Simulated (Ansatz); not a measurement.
**Single-point calculation of Al**

The run: single-point calculation of Al (slab, 5 atoms in the cell). Method and program: DFT, LDA, PAW with Ansatz's default frozen-core files, scalar-relativistic, no spin polarisation (Ansatz 0.2.0).

It belongs to a series of runs on one base structure; here: vacuum of 22 Å, PAW files. Figures and captions count atoms from 1; the log counts them from 0 in places.

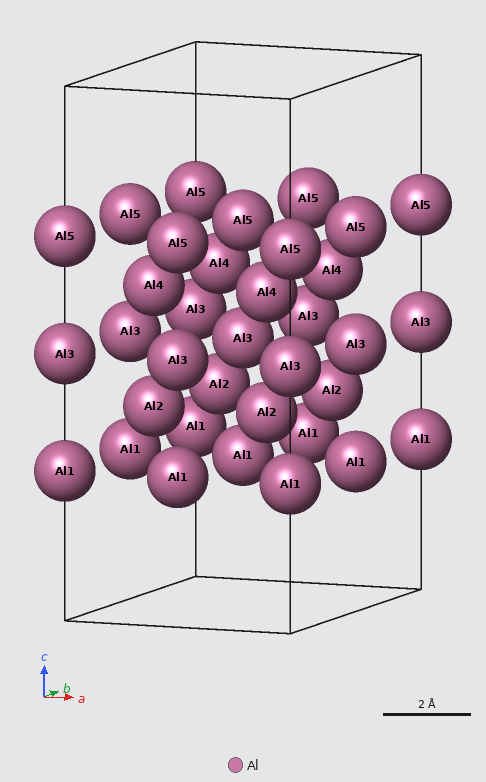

*The structure (spheres-only view of the 2 × 2 repeat of the cell, with the vacuum cut short, seen slightly off an axis; atoms are numbered from 1 in the order of the input).*

Input
```yaml
crystal:
  lattice:
    - [2.8165331402, 0.0, 0.0]
    - [0.0, 3.9831793658, 0.0]
    - [0.0, 0.0, 27.4775]
  atoms:
    - { symbol: Al, position: [0.0, 0.0, 0.4003275139] }
    - { symbol: Al, position: [0.5, 0.5, 0.4487485105] }
    - { symbol: Al, position: [0.0, 0.0, 0.5] }
    - { symbol: Al, position: [0.5, 0.5, 0.5512514894] }
    - { symbol: Al, position: [0.0, 0.0, 0.5996724861] }
kpoints:
  mp_grid: { grid: [14, 10, 1] }
scf:
  occupations: { method: fermi_dirac, width: 0.08 }
hamiltonian:
  xc: lda
  pseudopotentials: { kind: paw }
output:
  forces: true
  stress: true
  eigenvalues: true
efield:
  axis: 3
  amplitude: 0
  dipole_correction: true
```

Hardware: 2 threads of Intel Xeon (Granite Rapids), 32 GiB of memory available, shared host.

Launched with:
```bash
ansatz run input.yaml --threads 2 --pin off --max-ram 4096MiB --backend cpu --events-out ev --progress --plain --runs-dir out
```

The program's output
```
Engine: ansatz 0.2.0, x86_64-unknown-linux-gnu
Pseudopotentials: kind: paw
Pseudopotential: Al, paw, valence charge 3, recommended cutoff 420 eV (normal), Al.paw.azcp
Functional definition: SPW92
  exchange = slater_x
  correlation = pw_c
Crystal: 5 atoms, lattice volume = 308.263 Å³
Basis set: ecut = 420 eV, 6051 PW (Γ)
Bands: 13, of which v1, the nominal top of the filled ones, is band 8 counted from 1 (7 counted from 0)
Symmetry: 4 space group operations
k-points: 48 of 140
Non-local potential: Al, projectors of the file, l = 0: 2, l = 1: 2, l = 2: 1
PAW form: soft (Blöchl's): semilocal exchange-correlation on the pseudo side does not see the compensation charge
PAW frozen core: Al, regenerated for the run's functional, and the local potential with it (the file was generated under x = pbe(κ = 0.804, μ = 0.2195149727645171), c = pbe(β = 0.06672455060314922))
PAW one-centre angular grid: Al, 110 points (default); XC on 64 Gauss nodes
Initial density: superposition of atomic densities (neutral atoms: chi_scale 0, normalization atom), corrected by the library's trained network
Initial wavefunctions: pseudopotential atomic-orbital guess
Functional: x = slater, c = lda
SCF iter   1: F=—  HF=-2562.828481 eV  |F-HF|=—  |Δ(HF+E_count)|=         —  Δρ=1.95e-3  dr2=2.39e-2  ethr=1.77e-3  p=-0.000 e·Å  D=-9.54e-12 V/Å  ΔV_dip=0.00 eV  dr2_dipole=1.16e-8  V_vac-E_F(+/−)=4.18/4.18 eV  ⟨swp⟩=9.2  Hψ=5402  notcnv=0
efield: sawtooth ramp at fractional position 0.9500 (placed from the atoms, in the widest stretch of the axis that holds none; the zero of the levels goes with the place), width 0.1000; the density the first Hamiltonian is built on has a dipole p = -0.000 e·Å; the dipole correction subtracts the counter field D = -9.54e-12 V/Å, which shifts the + side's vacuum level by +0.00 eV against the − side's; the planar-averaged density in the ramp window peaks in size at 6.5e-7 e/Å³
preconditioner: auto → LDOS  [metal: Δε(μ)=0.017 eV  Ē_g=6.451 eV  σ=0.080 eV  W_gap=0.05  n_scr=24 (ndim 8)  ℏωp=8.2 eV  f_vac=0.620  D(μ)=1.59/eV (n_scr^D=8)  β→1.0]
SCF iter   2: F=—  HF=-2562.823558 eV  |F-HF|=—  |Δ(HF+E_count)|=   4.92e-3  Δρ=4.12e-4  dr2=3.25e-3  ethr=1.59e-4  p=0.000 e·Å  D=2.76e-6 V/Å  ΔV_dip=-0.00 eV  dr2_dipole=2.51e-8  V_vac-E_F(+/−)=4.09/4.09 eV  ⟨swp⟩=2.9  Hψ=1455  notcnv=0
SCF iter   3: F=—  HF=-2562.823417 eV  |F-HF|=—  |Δ(HF+E_count)|=   1.41e-4  Δρ=1.50e-4  dr2=5.94e-4  ethr=2.16e-5  p=0.000 e·Å  D=3.00e-6 V/Å  ΔV_dip=-0.00 eV  dr2_dipole=1.70e-10  V_vac-E_F(+/−)=4.14/4.14 eV  ⟨swp⟩=1.9  Hψ=782  notcnv=0
SCF iter   4: F=—  HF=-2562.823366 eV  |F-HF|=—  |Δ(HF+E_count)|=   5.13e-5  Δρ=4.25e-5  dr2=4.72e-5  ethr=3.96e-6  p=-0.000 e·Å  D=-2.58e-7 V/Å  ΔV_dip=0.00 eV  dr2_dipole=6.59e-10  V_vac-E_F(+/−)=4.13/4.13 eV  ⟨swp⟩=1.8  Hψ=790  notcnv=0
SCF iter   5: F=—  HF=-2562.823382 eV  |F-HF|=—  |Δ(HF+E_count)|=   1.64e-5  Δρ=8.67e-6  dr2=1.54e-6  ethr=3.14e-7  p=0.000 e·Å  D=2.00e-7 V/Å  ΔV_dip=-0.00 eV  dr2_dipole=1.41e-11  V_vac-E_F(+/−)=4.13/4.13 eV  ⟨swp⟩=2.1  Hψ=862  notcnv=0
SCF iter   6: F=-2562.823382 eV  HF=-2562.823382 eV  |F-HF|=2.39e-8  |Δ(HF+E_count)|=   1.00e-7  Δρ=1.39e-6  dr2=1.30e-8  ethr=6.67e-10  p=-0.000 e·Å  D=-1.57e-7 V/Å  ΔV_dip=0.00 eV  dr2_dipole=5.16e-12  V_vac-E_F(+/−)=4.13/4.13 eV  ⟨swp⟩=7.9  Hψ=3936  notcnv=0
SCF 1 converged in 6 iterations: F = -2562.823382 eV  dr2 = 1.30e-8
  greatest PAW one-centre occupation: 0.491 electrons in one spin orbital (limit 2), on the Al atom at site 0 (counted from 0), in its partial waves of l = 0
SCF converged after 6 iterations
Free energy (F): -2562.823382 eV
Harris-Foulkes:  -2562.823382 eV  (|F-HF|=2.39e-8)
Internal energy: -2562.787991 eV  (E = F + TS)
E sigma→0 (E₀):  -2562.805687 eV
Entropy (-TS):   -0.035391 eV (-7.078 meV/atom)
Fermi energy:    -0.901017 eV
Dipole field:    D = 0.000002 V/Å  (p = 0.000004 e·Å, saw-weighted, corrected)
Work function:   Φ+ = 4.1288 eV   Φ− = 4.1288 eV
Levels:          The Fermi level and band energies are counted from a zero that moves with the ramp; work functions are not
--- Per-component energies (eV) ---
  E_band       = -77.143266
  E_kinetic    = 111.181854
  E_local      = -4551.857092  (includes V_loc(G=0)·N_el)
  E_nonlocal   = 56.122756
  E_hartree    = 2235.274055
  E_xc         = -194.085926
  E_vxc        = -143.039997  (∫ρ·V_xc dr)
  E_paw        = -2216.427234  (= ΣΔE_a)
  E_vpaw       = -20.099520  (= ΣTr[D̂ρ^β])
  E_aug_tail   = -0.000019  (compensation charges beyond the density's cutoff)
  E_efield     = 0.000000  (sawtooth field / dipole correction)
  E_vefield    = 0.000000  (∫n·V_field dr)
  E_ewald      = 1996.725032
  E_core_change = 0.278583  (= ΣΔE_core)
  E_smearing   = -0.035391  (= −TS)
  E_closure    = 0.000000  (closes the sum)
  Σ components = -2562.823382   (vs F -2562.823382, Δ=0.00e0)
--- Forces (eV/Å), atoms counted from 1 ---
  atom   1  Al     0.00000000    -0.00000000    -0.00271317
  atom   2  Al     0.00000000    -0.00000000    -0.00204926
  atom   3  Al     0.00000000     0.00000000     0.00000069
  atom   4  Al     0.00000000     0.00000000     0.00204857
  atom   5  Al     0.00000000     0.00000000     0.00271190
  max |Σ_I F_I| component: 1.26e-6 eV/Å
--- Stress (GPa, compression-positive) ---
       -0.808389       0.000000      -0.000000
        0.000000      -0.493288      -0.000000
       -0.000000      -0.000000       0.010321
  P = ⅓ Tr σ = -0.4305 GPa (-4.305 kbar)
--- Band table (eV; the first three rows and the last of 48) ---
  k-point 0: bands = ["-11.8240", "-10.0456", "-7.2930", "-4.3787", "-3.4794", "-2.0038", "-1.8416", "-1.6533", "-0.2085", "0.8773", "1.1987", "2.5468", "3.0791"]
  k-point 1: bands = ["-11.7316", "-9.9553", "-7.2098", "-4.5631", "-4.3170", "-2.8290", "-1.6492", "-0.7607", "0.0656", "0.8426", "1.3669", "2.8609", "2.9695"]
  k-point 2: bands = ["-11.4549", "-9.6854", "-6.9801", "-5.9767", "-4.4551", "-3.8547", "-1.9592", "-0.7224", "1.1611", "1.1961", "1.9393", "2.8909", "3.1708"]
  k-point 47: bands = ["-5.2544", "-5.1468", "-5.0890", "-4.6860", "-3.7007", "-3.6710", "-3.5032", "-2.2798", "-1.6442", "-0.3799", "-0.2182", "-0.0476", "1.0870"]
```

Results in brief

- outcome: converged
- electrons treated: 15
- free energy: −2562.8234 eV
- Fermi energy: −0.901 eV
- largest force (length of the vector): 0.003 eV/Å
- wall time: 3.8 s (CPU time 7.4 s)
- peak memory: 0.52 GiB
